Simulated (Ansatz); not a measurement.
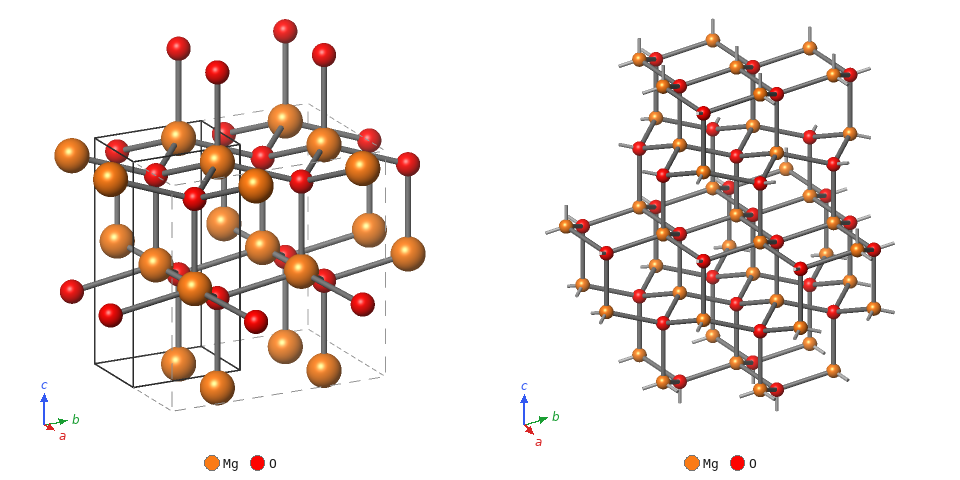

Left: the structure. Right: its underlying net. Nodes are coloured by element. Edges to nodes outside the piece are drawn as stubs.

MgO (space group P6_3mc, No. 186): the end point of a relaxation with DFT, PBEsol, plane waves, PAW in Ansatz 0.2.0; the starting structure was generated, so it need not be a known form of this composition.

Bonds are taken as Mg–O below 2.2 Å; no other contact counts. Simplification: prune 0- and 1-connected atoms, fold 2-connected ones into links.

The result is a uninodal 4-connected, three-periodic net: Mg and O are 4-connected nodes. It is the lon net, known from lonsdaleite, wurtzite and tridymite. It is a single net, without interpenetration.

```
    node  links  point symbol  coordination sequence
Mg and O      4           6^6          4 12 25 44 67
```
